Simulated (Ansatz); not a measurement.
Ta4N5

Input file:

```
crystal:
  lattice:
    - [-3.4127997732, 3.4127997732, 2.1268887579]
    - [3.4127997732, -3.4127997732, 2.1268887579]
    - [3.4127997732, 3.4127997732, -2.1268887579]
  atoms:
    - { symbol: Ta, position: [0.7843847855, 0.6048724996, 0.3892572851] }
    - { symbol: Ta, position: [0.3951275004, 0.7843847855, 0.1795122859] }
    - { symbol: Ta, position: [0.6048724996, 0.2156152145, 0.8204877141] }
    - { symbol: Ta, position: [0.2156152145, 0.3951275004, 0.6107427149] }
    - { symbol: "N", position: [0.5, 0.5, 0.0] }
    - { symbol: "N", position: [0.9081725663, 0.3059167656, 0.2140893319] }
    - { symbol: "N", position: [0.6940832344, 0.9081725663, 0.6022558007] }
    - { symbol: "N", position: [0.3059167656, 0.0918274337, 0.3977441993] }
    - { symbol: "N", position: [0.0918274337, 0.6940832344, 0.7859106681] }
basis:
  ecutwfc: 420
kpoints:
  mp_grid: { grid: [12, 12, 12] }
hamiltonian:
  xc: pbesol
scf:
  occupations: { method: gaussian, width: 0.15 }
output:
  forces: true
  stress: true
  eigenvalues: true
  write_density: true
  write_potential: true
  elf: true
  volumetric_format: npy
```

Run with:

```sh
ansatz run input.yaml --threads 2 --pin off --max-ram 5120MiB --backend cpu --events-out ev --progress --plain --runs-dir out
```

Below, planes, directions and counts refer to the conventional cell (a = 6.83 Å, b = 6.83 Å, c = 4.25 Å, α = 90.00°, β = 90.00°, γ = 90.00°).

Space group I4/m; a structure from a database of computed crystals, not necessarily the ambient phase; computed without spin polarisation.

Method: DFT PBEsol, scalar-relativistic, plane waves, PAW (Ansatz).

The density is the valence pseudo-density of a PAW calculation; it isn't the true density close to the nuclei.

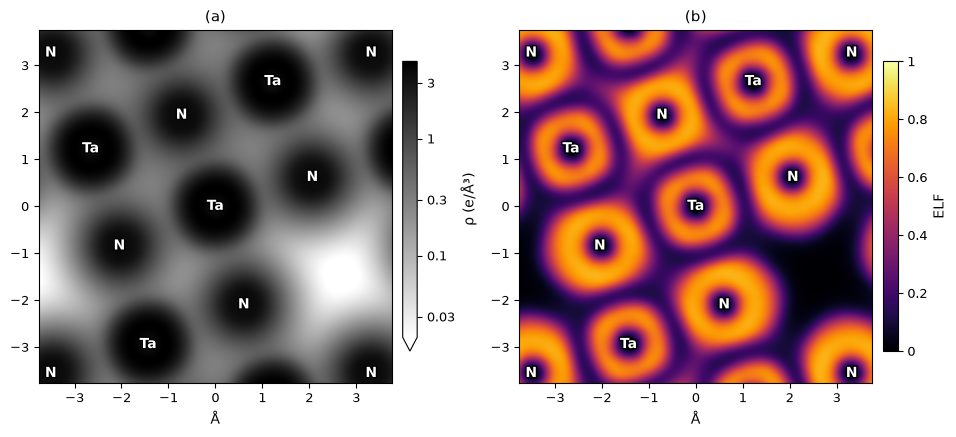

Figure 1. (a) valence electron density; (b) ELF on the (001) plane of the conventional cell.

Read the bonding off the picture.

Answer. Atoms in the plane: Ta and N.
Ta–N (2.07 Å): the density is about 0.75 e/Å³ at the midpoint; the ELF peaks at about 0.80 in the valence shell of N, 0.6 Å from its nucleus, and drops to about 0.20 between the two atoms (no localised pair shows between them).
Ta–Ta (2.93 Å): ρ at the midpoint is about 0.32 e/Å³; the ELF is about 0.30 at the midpoint.
Ta–N (2.16 Å): ρ at the midpoint is about 0.61 e/Å³; the ELF peaks at about 0.80 in the valence shell of N, 0.6 Å from its nucleus, and is about 0.20 at the midpoint; no shared electron pair shows on this line.
Ta–N (2.19 Å): ρ at the midpoint is about 0.58 e/Å³; the ELF peaks at about 0.80 in the valence shell of N, 0.7 Å from its nucleus, and is about 0.20 at the midpoint (no shared electron pair shows on this line).
Between the atoms the lowest density in this plane is 0.01 e/Å³.
The features right at Ta lie inside the PAW spheres, where the map follows smoothed inner orbitals and isn't to be read closely.

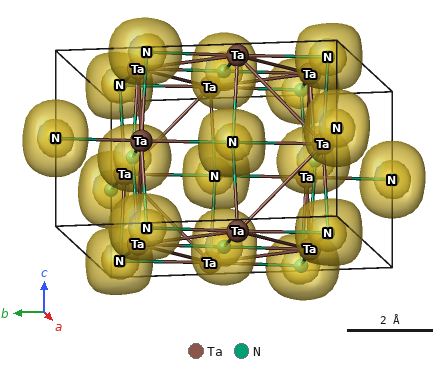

Figure 2. Isosurface of the ELF at 0.7 (yellow), seen at an oblique angle. Only the valence region is drawn (cores and ρ < 0.01 e/Å³ removed). Sticks mark near contacts.

Identify the bonds, lone pairs and shells in this picture.

Answer. At this value the surface marks out ten regions wrapped around N (the valence shell of each), counted in one cell of 18 atoms. Regions shared between cells count once.

Does the calculation give a band gap?

Answer. It is metallic or semimetallic at this level of theory: no gap opens; semilocal functionals without U, or without the true magnetic order, often close the gap of such compounds.
